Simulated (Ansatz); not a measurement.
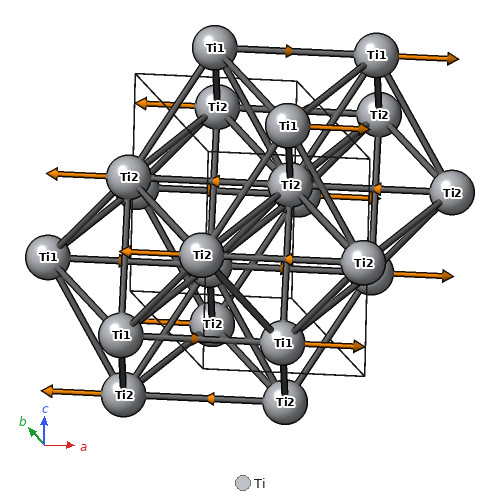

Four computed energy maps of cells of Ti. The picture above is the structure of the first map; orange arrows give the pattern of the mode.

Map 1

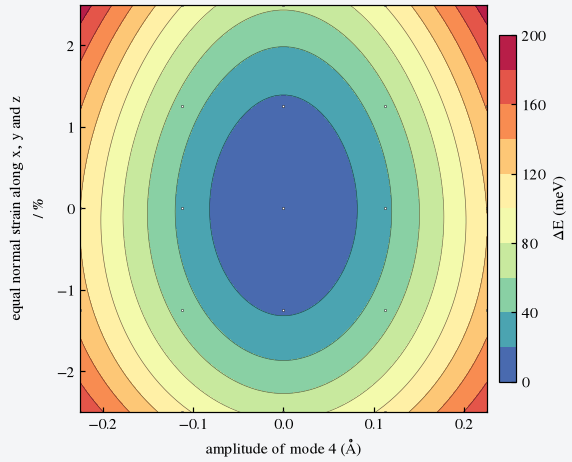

Ti (P6_3/mmc, No. 194; 2 atoms in the cell). The energy is mapped over a normal mode and a strain (zone-centre modes of the 2-atom cell of this scan) (x along [1 0 0], y along [1 2 0], z along [0 0 1] of the conventional cell). Coordinates scanned: (1) amplitude of mode 4 (130 cm⁻¹), largest displacement in the unstrained cell; (2) equal normal strain along x, y and z. Nothing is relaxed (the pattern is fixed in fractional coordinates). Grid: 5 × 5 points; 15 points were computed and 10 follow by symmetry. Points are written as (first, second). Energies: meV per cell, counted from the lowest grid point. Theory: DFT PBE, scalar-relativistic, plane waves, PAW in Ansatz 0.2.0. Settings: cutoff 520 eV, k-mesh 18×18×10 in the order of the run's cell vectors, gaussian smearing 0.15 eV, no spin polarisation.

The picture shows filled contours, dots at the grid points. Between grid points the surface is interpolated.

Map 2

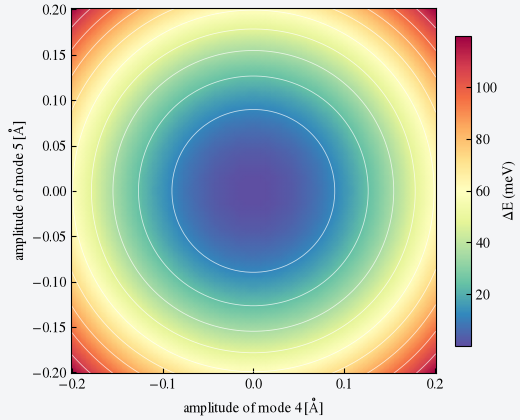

Ti (P6_3/mmc, No. 194; 4 atoms in the cell). The energy is mapped over two normal modes frozen in (zone-centre modes of the 4-atom cell of this scan, which folds in the wave vector (0, 0, 1/2) of the primitive cell). The first coordinate is: amplitude of mode 4 (92 cm⁻¹), largest displacement; the second: amplitude of mode 5 (92 cm⁻¹), largest displacement. Nothing is relaxed (the cell and all other modes fixed). The scan uses an 11 × 11 grid; 21 points were computed and 100 follow by symmetry. Points are written as (first, second). Energies: meV per cell, counted from the lowest grid point. Method: DFT PBE, scalar-relativistic, plane waves, PAW in Ansatz. Settings: cutoff 520 eV, k-mesh 18×18×6 in the order of the run's cell vectors, gaussian smearing 0.15 eV, no spin polarisation.

In the figure: a smooth colour map with a few white contour lines. Between grid points the surface is interpolated.

Map 3

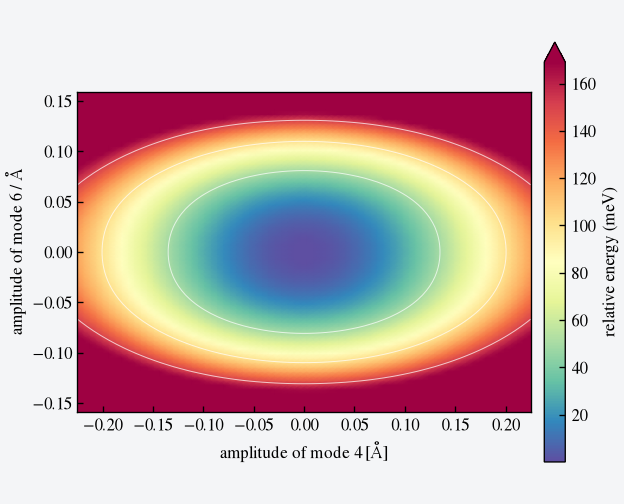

Ti (P6_3/mmc, No. 194; 2 atoms in the cell). The energy is mapped over two normal modes frozen in (zone-centre modes of the 2-atom cell of this scan). The first coordinate is: amplitude of mode 4 (130 cm⁻¹), largest displacement; the second: amplitude of mode 6 (183 cm⁻¹), largest displacement. Nothing is relaxed (the cell and all other modes fixed). Grid: 7 × 7 points; 16 points were computed and 33 follow by symmetry. Points are written as (first, second). All energies are given in meV per cell relative to the lowest grid point. Theory: DFT PBE, scalar-relativistic, plane waves, PAW (Ansatz). Settings: cutoff 520 eV, k-mesh 18×18×10 in the order of the run's cell vectors, gaussian smearing 0.15 eV, no spin polarisation.

In the figure: a smooth colour map with a few white contour lines, one colour for all values above the top of the scale. Between grid points the surface is interpolated.

Map 4

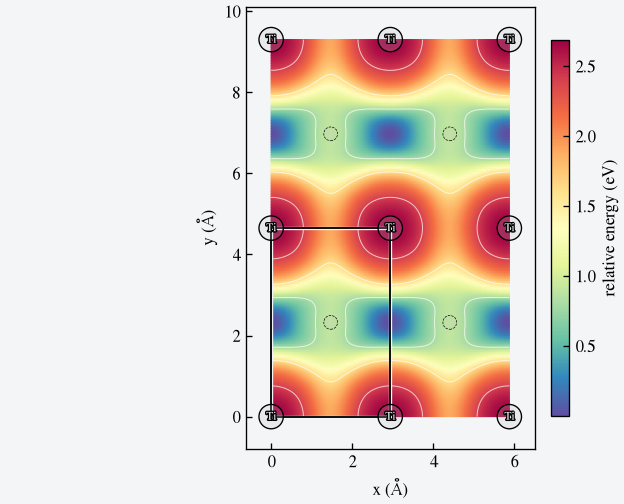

Si on a Ti(100) slab cut from the P6_3/mmc phase, its upper half relaxed before the scan (12 atoms of substrate and one adsorbate in a 2 × 1 cell). Si is moved over the surface cell; relaxed at each place: the height of the adsorbate's atoms; substrate rigid; the origin of the map has the adsorbate above Ti11. Places are given modulo a cell vector. The map is drawn in real space over the plane of the surface. Grid: 6 × 6 points; 16 points were computed and 20 follow by symmetry. Places are given in fractions of the 1 × 1 surface cell. Energies are in eV, from the lowest grid point. Level of theory: DFT PBE, scalar-relativistic, plane waves, PAW (Ansatz). Settings: cutoff 420 eV, k-mesh 5×6×1, gaussian smearing 0.1 eV, no spin polarisation.

In the figure: a smooth colour map with a few white contour lines, labelled circles for the atoms of the top layer and small ones for the second layer, the outline of one cell of the 2 × 2 shown. Between grid points the surface is interpolated.

### Summarise the maps one by one.

Map 1: The lowest grid point is at (0.000 Å, 0.00 %). It is the only kind of minimum in the scanned range. The highest grid point, (−0.225 Å, 2.50 %), lies 192 meV above the lowest.
Map 2: The lowest grid point is at (0.000 Å, 0.000 Å). No other kind of well shows on this grid. The highest grid point, (−0.201 Å, −0.201 Å), lies 120 meV above the lowest.
Map 3: The lowest grid point is at (0.000 Å, 0.000 Å). It is the only kind of minimum in the scanned range. The highest grid point, (−0.225 Å, −0.159 Å), lies 347 meV above the lowest.
Map 4: The lowest grid point is at the trough between two rows of top atoms, (0/6, 3/6) of the cell vectors. The highest grid point, the top site over a surface Ti atom, (0/6, 0/6) of the cell vectors, lies 2.68 eV above the lowest. On the interpolated surface the easiest way out of the lowest well to its copy in the next cell or period passes a barrier of about 0.9 eV. At the lowest point the adsorbate has 2 Ti at 2.51 Å as nearest neighbours, at the highest 1 Ti at 2.39 Å. Its relaxed height above the top atom is 1.24 Å at the lowest and 2.39 Å at the highest point.

### Maps 1, 2, 3 start from a relaxed reference structure. Do they show a way to lower its energy?

No. In each of them the reference is the lowest point, within the accuracy of the grid, so it is stable against the distortions scanned (other distortions weren't tried).

PAW datasets: the set soft_1.
